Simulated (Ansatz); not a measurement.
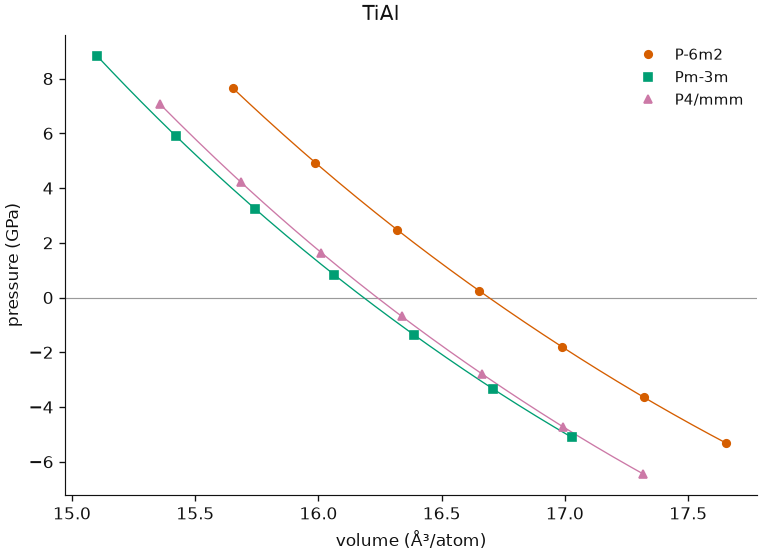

Plotted: pressure against volume, with one curve for each structure, for TiAl.

Computed with Ansatz 0.2.0: all-electron LAPW DFT, no spin polarisation; energies at scaled volumes of the given cell, shape and fractions fixed, counted from the fit's minimum, third-order Birch-Murnaghan fit. Level: PBE.

| setting | value |
| --- | --- |
| occupations | Fermi–Dirac |
| smearing width | 0.05 eV |
| potentials | all electron LAPW, scalar relativistic |

Settings that differ: P-6m2: k mesh 11×11×6; Pm-3m: k mesh 8×8×8; P4/mmm: k mesh 9×9×7.

Tabulate the plotted points.

P-6m2:
```tsv
volume (Å³/atom)	pressure (GPa)
15.65	7.64
15.99	4.93
16.32	2.47
16.65	0.24
16.99	-1.79
17.32	-3.64
17.65	-5.31
```

Pm-3m:
```tsv
volume (Å³/atom)	pressure (GPa)
15.10	8.84
15.42	5.90
15.74	3.24
16.06	0.83
16.39	-1.35
16.71	-3.33
17.03	-5.11
```

P4/mmm:
```tsv
volume (Å³/atom)	pressure (GPa)
15.36	7.06
15.68	4.22
16.01	1.64
16.34	-0.69
16.67	-2.80
16.99	-4.72
17.32	-6.45
```

Caveats: shape and atomic fractions are frozen while scaling, which makes layered, chain and framework solids too stiff.
